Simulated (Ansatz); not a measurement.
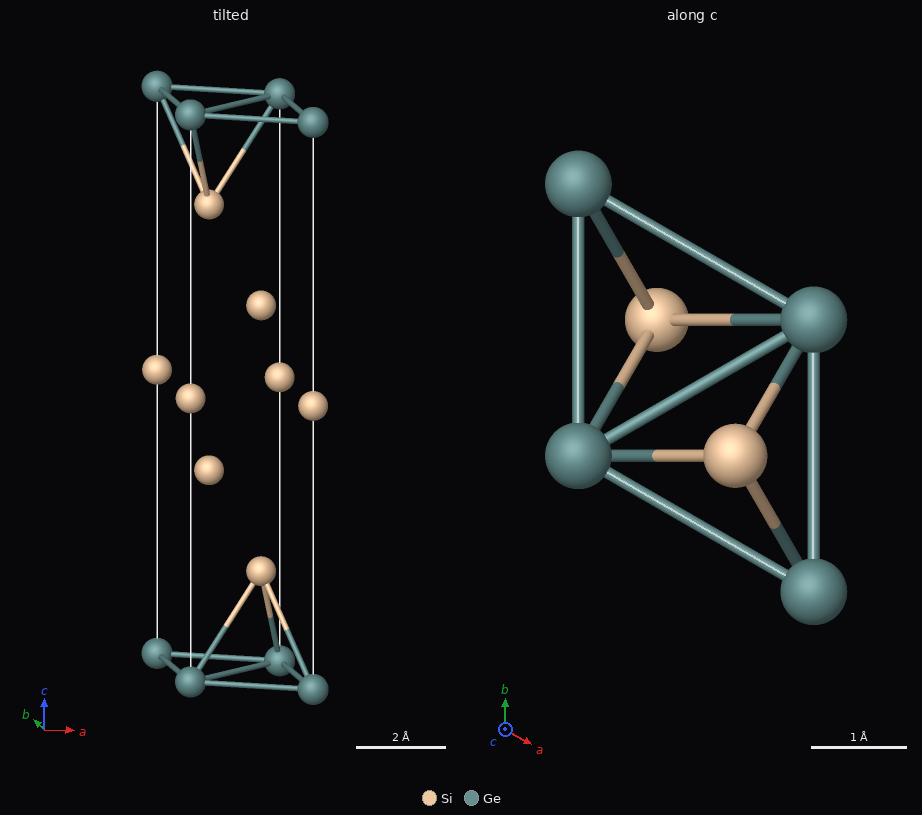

We look at a ball-and-stick model of the crystal slightly off an axis and along the c axis. The conventional unit cell is outlined; an atom on or near a face, edge or corner is repeated at each equivalent position. Cell: a = 2.86 Å, b = 2.86 Å, c = 13.18 Å, α = 90.00°, β = 90.00°, γ = 120.00°.

Starting structure: a structure type filled with these elements by a generator (whether the compound takes this form wasn't checked). Earlier steps of the study, as a rule a relaxation of our own, may have changed the cell and positions, so they can lie some per cent off the listed ones. It went into a calculation with Ansatz.

Q: What can be read from this drawing?

A: Chemical formula Si$_{5}$Ge. It is primitive hexagonal, space group P-3m1 (No. 164). With Z = 1, the cell contains 5 Si, 1 Ge.

The calculation: Ansatz, DFT PBE, scalar-relativistic, plane waves, PAW, with wavefunction cutoff 420 eV, an 18×18×4 grid in reciprocal space, Gaussian smearing of 0.1 eV, no spin polarisation.

Q: Classify it as metallic or gapped, with the value.

A: A metal: bands cross the Fermi level.

Q: Give the Bader charge of each element.

A: Si -0.01 e; Ge +0.05 e.

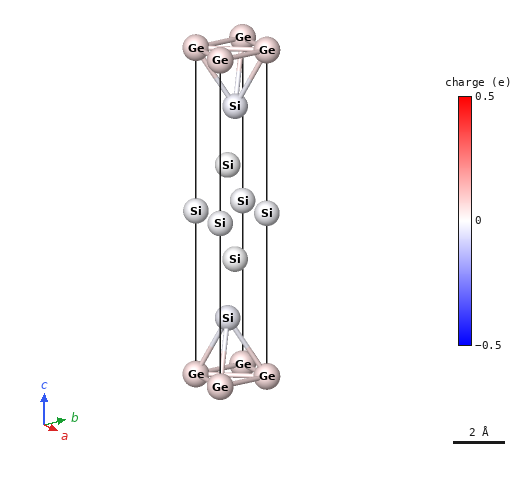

The atoms coloured by those charges. The run's cell of 6 atoms is drawn.

Q: Is this an equilibrium geometry for the method given?

A: Yes. All forces vanish to within 0.01 eV/Å. The pressure is 0.0 GPa, close to zero.
